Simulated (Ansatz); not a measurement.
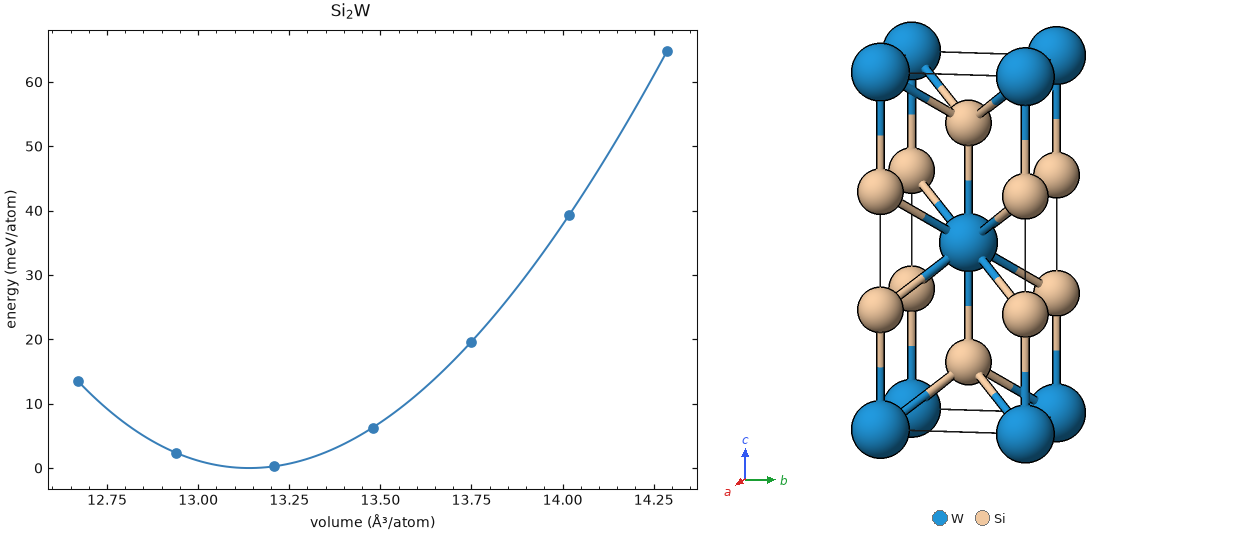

The picture above shows the energy against volume for Si₂W, space group I4/mmm (No. 139). The conventional cell is drawn beside the plot.

The given structure:
```
W Si
1.0
    -1.60690    1.60690    3.91495
     1.60690   -1.60690    3.91495
     1.60690    1.60690   -3.91495
W Si
1 2
Cartesian
  0.0000 0.0000 0.0000
  0.0000 0.0000 5.2092
  0.0000 0.0000 2.6207
```

Method: all-electron LAPW DFT, no spin polarisation; energies at scaled volumes of the given cell, shape and fractions fixed, counted from the fit's minimum, third-order Birch-Murnaghan fit (Ansatz 0.2.0). Level: LDA.

```
         setting                                   value
          k mesh                                12×12×12
     occupations                             Fermi–Dirac
  smearing width                                 0.05 eV
      potentials  all electron LAPW, scalar relativistic
program settings               basis error eV/atom 0.002
```

This calculation gives: equilibrium volume 13.14 Å³/atom and bulk modulus 241 GPa.

Now W is replaced by Mo on all its sites, which gives Si₂Mo in the same structure. How do these quantities change?

The equilibrium volume falls from 13.14 to 13.04 Å³/atom (−0.8 %) and the bulk modulus falls from 241 to 229 GPa (−5.0 %).

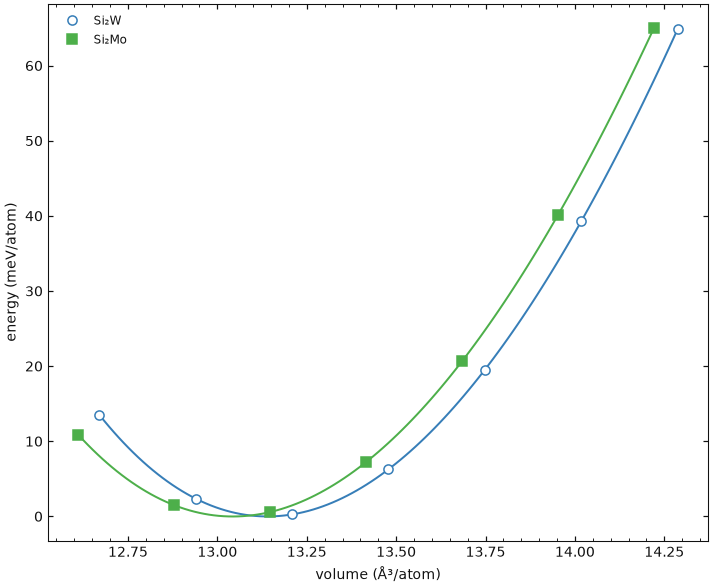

The two results together.

For both, limits of the calculation: shape and atomic fractions are frozen while scaling, which makes layered, chain and framework solids too stiff.

V0 and the bulk modulus come from third-order Birch–Murnaghan fits.
